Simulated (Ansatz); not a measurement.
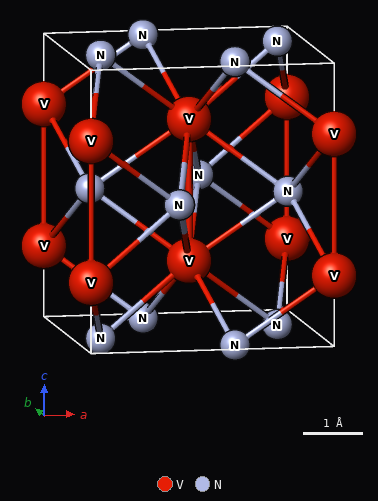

Lattice vibrations of a crystal of VN2, space group I4/mcm (No. 140), at the zone centre. A ball-and-stick model of the conventional cell (2 times the calculation's cell), seen slightly off an axis. Lengths and directions refer to the drawn axes.

Method: DFT PBEsol, scalar-relativistic, plane waves, PAW (Ansatz).

Input
```yaml
crystal:
  lattice:
    - [-2.1286281853, 2.1286281853, 2.4641669472]
    - [2.1286281853, -2.1286281853, 2.4641669472]
    - [2.1286281853, 2.1286281853, -2.4641669472]
  atoms:
    - { symbol: V, position: [0.25, 0.25, 0.0] }
    - { symbol: V, position: [0.75, 0.75, 0.0] }
    - { symbol: "N", position: [0.1142801445, 0.6142801445, 0.728560289] }
    - { symbol: "N", position: [0.6142801445, 0.8857198555, 0.5] }
    - { symbol: "N", position: [0.8857198555, 0.3857198555, 0.271439711] }
    - { symbol: "N", position: [0.3857198555, 0.1142801445, 0.5] }
basis:
  ecutwfc: 420
kpoints:
  mp_grid: { grid: [12, 12, 12] }
hamiltonian:
  xc: pbesol
scf:
  occupations: { method: fermi_dirac, width: 0.15 }
output:
  eigenvalues: true
phonons:
  method: dfpt
  eigenvectors: true
```

Run as
```bash
ansatz run input.yaml --threads 2 --pin off --max-ram 6144MiB --backend cpu --events-out ev --progress --plain --runs-dir out
```

The frequencies depend somewhat on the k-mesh and the smearing.

Which optical modes does it have, at what frequencies, and is it stable there?

Answer. The calculation's cell holds 6 atoms, so there are 15 optical modes, in 11 levels. The optical modes span A₂u + 2A₂g + 2E_g + B₁u + 2E_u + B₁g + A₁g + B₂g. No level is unstable.

| level | symmetry | frequency (cm⁻¹) | activity |
| --- | --- | --- | --- |
| 1 | A₂u | 243 | infrared-active |
| 2 | A₂g | 251 | silent |
| 3 | E_g | 319 | Raman-active |
| 4 | B₁u | 469 | silent |
| 5 | E_u | 569 | infrared-active |
| 6 | E_u | 634 | infrared-active |
| 7 | E_g | 647 | Raman-active |
| 8 | A₂g | 657 | silent |
| 9 | B₁g | 685 | Raman-active |
| 10 | A₁g | 1002 | Raman-active |
| 11 | B₂g | 1045 | Raman-active |

The crystal is a metal, so free carriers screen the infrared response.

The displacement patterns (one member of each degenerate set), 6 of the levels:

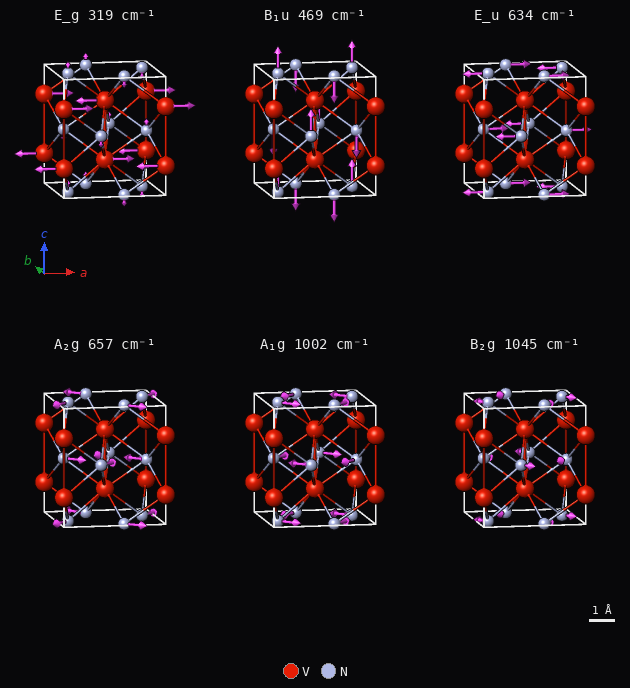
